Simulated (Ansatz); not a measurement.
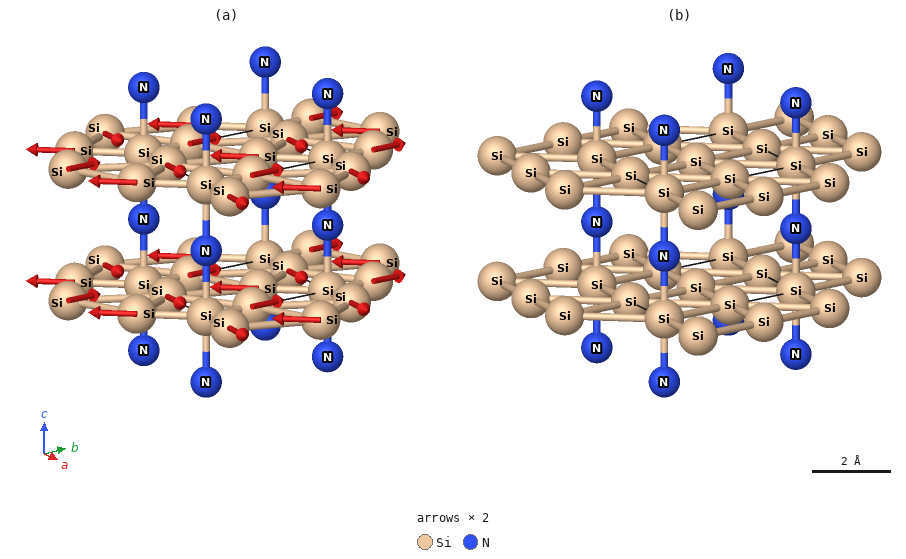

The structure of crystalline Si4N (a generated structure, set up in P-62m) (coarse preliminary run) before (left) and after (right) a relaxation, at one scale. The red arrows give the displacements (the part carried along by the change of the cell is left out), magnified 2 times.

A ball-and-stick model of the cell of the calculation, seen slightly off an axis.

These are results of DFT PBE, scalar-relativistic, plane waves, PAW (Ansatz), not measurements.

The input:
```yaml
crystal:
  lattice:
    - [4.81613369, 0.0, 0.0]
    - [-2.40806685, 4.17089413, 0.0]
    - [0.0, 0.0, 3.44413562]
  atoms:
    - { symbol: Si, position: [0.37704343, 0.0, 0.0] }
    - { symbol: Si, position: [0.0, 0.37704343, 0.0] }
    - { symbol: Si, position: [0.62295657, 0.62295657, 0.0] }
    - { symbol: Si, position: [0.0, 0.0, 0.0] }
    - { symbol: "N", position: [0.0, 0.0, 0.5] }
basis:
  ecutwfc: 420
kpoints:
  mp_grid: { grid: [6, 6, 6] }
hamiltonian:
  xc: pbe
scf:
  occupations: { method: gaussian, width: 0.1 }
  lower_state_search: "off"
output:
  forces: true
  stress: true
  eigenvalues: true
relax:
  adjacent_minimum: "off"
  f_tol: 0.04
  max_steps: 70
  cell: { stress_tol: 0.4 }
```

Launched with:
```bash
ansatz run input.yaml --threads 1 --pin off --max-ram 2560MiB --backend cpu --events-out ev --progress --plain --runs-dir out
```

### What changed between the two?

The largest moves relative to the cell, 0.64 Å, are those of Si1, Si2 and Si3. Si3 goes along [−1 −1 0]. N stays in place. Cell: a = b 4.816 → 5.217 Å (+8.3 %), c 3.444 → 3.293 Å (−4.4 %). Volume +12.2 %. Some distances before and after: Si1–Si4 1.816 → 2.609 Å, Si1–N5 2.503 → 3.085 Å, Si1–Si4 (another image) 3.000 → 2.609 Å, Si4–N5 1.722 → 1.647 Å. Among the angles between lasting bonds that change: Si2–Si1–Si3 73.9° → 120.0°, Si2–Si1–Si3 166.1° → 120.0°, Si2–Si1–Si2 133.9° → 180.0°. The space group (tolerance 0.01 Å) goes from P-62m (No. 189) to P6/mmm (No. 191). After 6 accepted moves (9 points after the start) the energy has fallen by 9.380 eV per cell of the calculation. The largest force component goes from 14 to 0.00017 eV/Å. The pressure goes from 64.94 to 0.07 GPa. The line search rejected the trial step at point 5 of the run. At 2 points the geometry stayed and the basis and grid were re-selected for the new cell (energy shift of 22.4 meV per cell of the calculation at most each time).
